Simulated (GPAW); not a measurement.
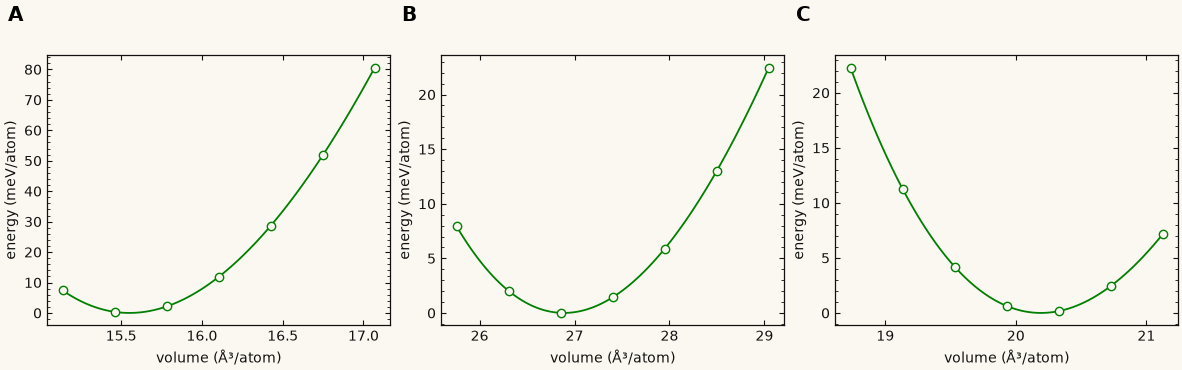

Each panel shows the energy against volume for one of these solids: CuI, P4/nmm (No. 129); Ga, Cmcm (No. 63); NbP, I4_1md (No. 109).

How it was computed, with GPAW 26.7.0: PAW DFT in plane waves, on a grid or in atomic orbitals, no spin polarisation; energies at scaled volumes of the given cell, shape and fractions fixed, counted from the fit's minimum, third-order Birch-Murnaghan fit. Level: PBEsol.

**Which panel belongs to which solid?**

A is NbP (energy from 0.35 meV/atom to 80.60 meV/atom, V0 15.55 Å³/atom, B0 206 GPa); B is CuI (energy from 0.01 meV/atom to 22.47 meV/atom, V0 26.89 Å³/atom, B0 48.8 GPa); C is Ga (energy from 0.16 meV/atom to 22.29 meV/atom, V0 20.19 Å³/atom, B0 58.2 GPa).

For CuI, limits of the calculation: shape and atomic fractions are frozen while scaling, which makes layered, chain and framework solids too stiff.

For Ga, limits of the calculation: shape and atomic fractions are frozen while scaling, which makes layered, chain and framework solids too stiff.

For NbP, limits of the calculation: shape and atomic fractions are frozen while scaling, which makes layered, chain and framework solids too stiff.
